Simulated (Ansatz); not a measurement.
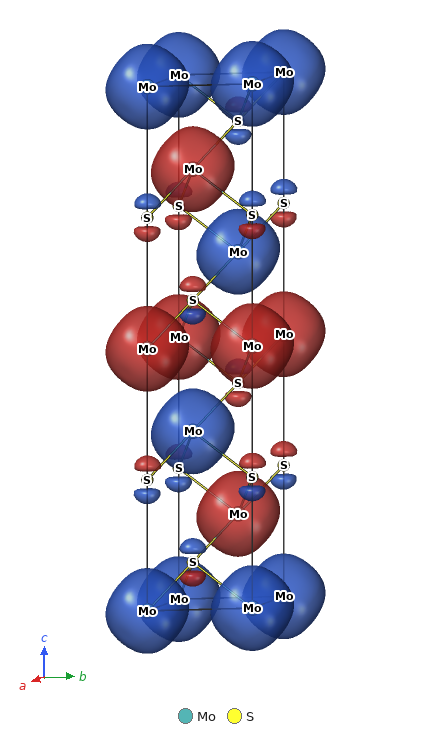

Figure. MoS. Isosurfaces of the spin density (up minus down) at +0.05 (blue) and −0.05 e/Å³ (red), seen slightly off an axis. Sticks mark near contacts.

Space group Fm-3m; started from the rock salt prototype, which need not be the ambient phase; computed pressure about −3 GPa in this cell; the SCF solution may not be the lowest one; Hubbard U of 4.38 eV on Mo d only; the program warned that a lower state may break the symmetry and another magnetic order may lie lower; spin-polarised.

Level of theory: DFT r2SCAN+U, scalar-relativistic, plane waves, PAW (Ansatz).

```
CELL_PARAMETERS angstrom
2.73394 0.00000 2.73394
-2.73394 2.73394 0.00000
-10.93577 -10.93577 10.93577
ATOMIC_POSITIONS crystal
Mo 0.00000 0.00000 0.00000
Mo 0.66667 0.33333 0.33333
Mo 0.33333 0.66667 0.66667
S 0.00000 0.00000 0.25000
S 0.66667 0.33333 0.58333
S 0.33333 0.66667 0.91667
Mo 0.33333 0.66667 0.16667
Mo 0.00000 0.00000 0.50000
Mo 0.66667 0.33333 0.83333
S 0.66667 0.33333 0.08333
S 0.33333 0.66667 0.41667
S 0.00000 0.00000 0.75000
```

Which atoms carry the moments, and with what signs?

Answer. The spin density sits on Mo: +3.1 μB (×3) and −3.1 μB (×3) in one cell of 12 atoms: antiferromagnetic in this solution, which needn't be the ground state, with some nearest magnetic neighbours parallel and some opposed. The cell of the calculation (4 atoms) carries 0.0 μB of net spin moment.
